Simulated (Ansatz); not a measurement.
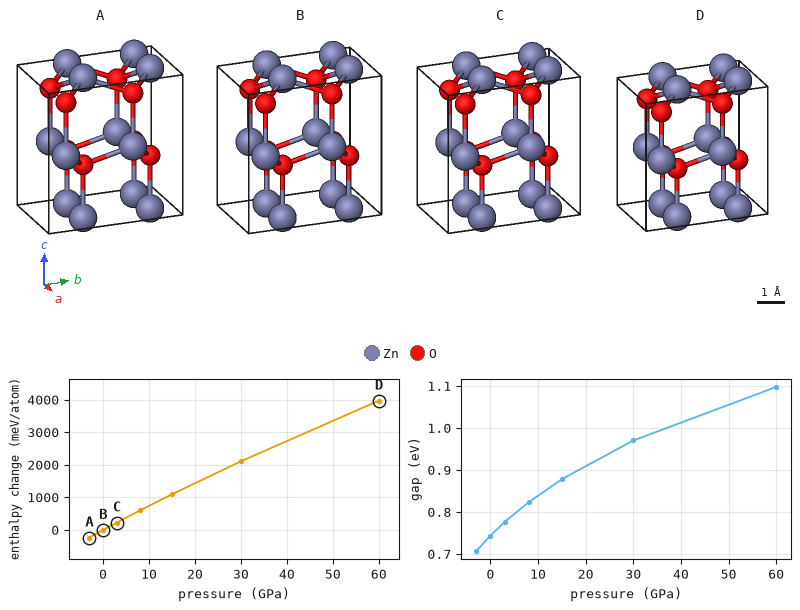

Members of a series of calculations on a crystal of ZnO (set up in P6_3mc), marked on the first curve. A ball-and-stick model of the cell of the calculation, repeated to show the pattern, seen slightly off an axis.

The calculation used Ansatz 0.2.0, DFT PBE, scalar-relativistic, plane waves, PAW. Settings: plane-wave cutoff 420 eV; k-point mesh 12 × 12 × 6; occupations gaussian; smearing width 0.02 eV; no spin polarisation.

How does the crystal respond to pressure?

Answer. The structure is relaxed at several pressures. A (pressure −3.0 GPa): enthalpy change −234 meV/atom, volume 12.63 Å³ per atom, gap 0.71 eV. B (pressure 0.0 GPa): enthalpy change 0.0 meV/atom, volume 12.32 Å³ per atom, gap 0.74 eV. C (pressure 3.0 GPa): enthalpy change 228 meV/atom, volume 12.05 Å³ per atom, gap 0.78 eV. D (pressure 60.0 GPa): enthalpy change 3974 meV/atom, volume 9.49 Å³ per atom, gap 1.10 eV. The rest compares A with D. The volume changes by −24.9 %, with a = b 6.613 → 6.014 Å (−9.1 %), c 5.338 → 4.850 Å (−9.1 %). Some distances before and after: O–Zn 2.017 → 1.833 to 1.838 Å.
